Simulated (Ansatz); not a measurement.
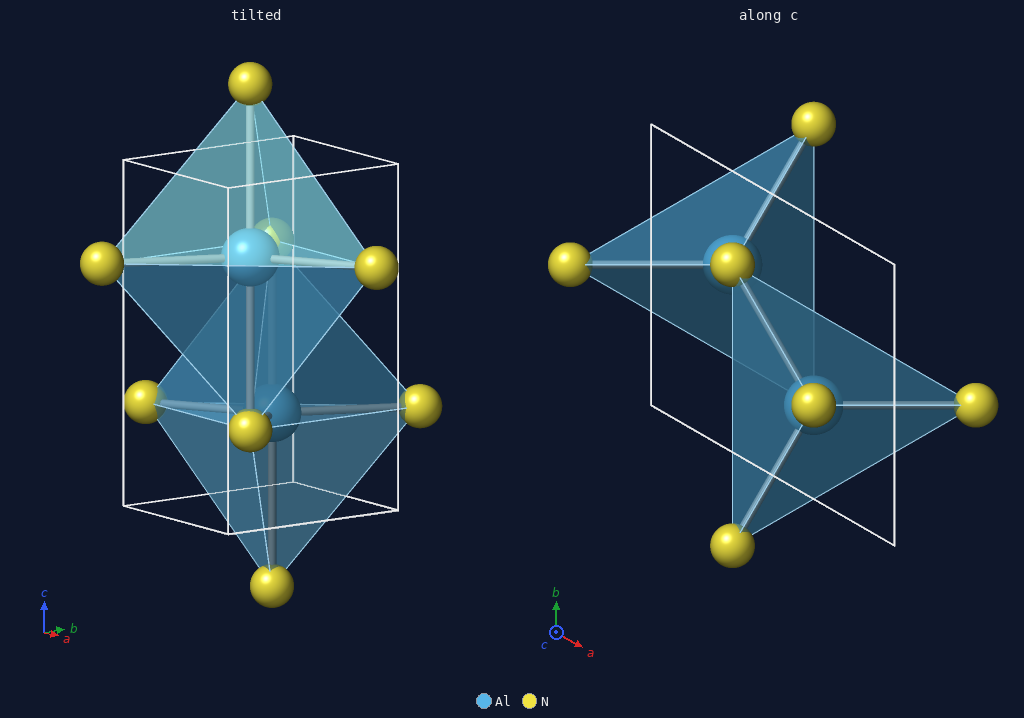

Drawn in the polyhedral manner and seen slightly off an axis and along the c axis. One conventional unit cell is framed, with atoms on its boundary repeated. A few atoms beyond the faces are included.

AlN, space group P6_3/mmc (No. 194), a = 3.267 Å, b = 3.267 Å, c = 4.105 Å, α = 90.00°, β = 90.00°, γ = 120.00°. Provenance: a structure type filled with these elements by a generator (whether the compound takes this form wasn't checked). The cell was then strained or its atoms displaced on purpose. A calculation with Ansatz used it as input.

This one geometry was computed with Ansatz (DFT, plane waves, PAW) at three levels of theory: PBE, HSE06 and r2SCAN. It was relaxed with r2SCAN and then strained.

Which level gives the highest pressure at this volume, and what does that say about its equilibrium volume?

Answer. Highest: PBE (11.0 GPa), which points to the largest equilibrium volume. Lowest, with the smallest volume: HSE06 (4.9 GPa). Levels within 0.5 GPa of each other can't be told apart.

How does the band gap change with the level of theory?

Answer. PBE: a gap of 3.63 eV, direct; r2SCAN: a gap of 4.21 eV, direct; HSE06: a gap of 4.93 eV, direct.

Collect the results in a table.

Answer.
| level | cutoff (eV) | k-mesh of the run's cell | gap (eV) | pressure (GPa) |
| --- | --- | --- | --- | --- |
| PBE | 420 | 12×12×6 | 3.63 | 11.0 |
| HSE06 | 420 | 6×6×4 | 4.93 | 4.9 |
| r2SCAN | 500 | 12×12×6 | 4.21 | 5.6 |

Gaps are taken on the k-mesh or band path of each run.
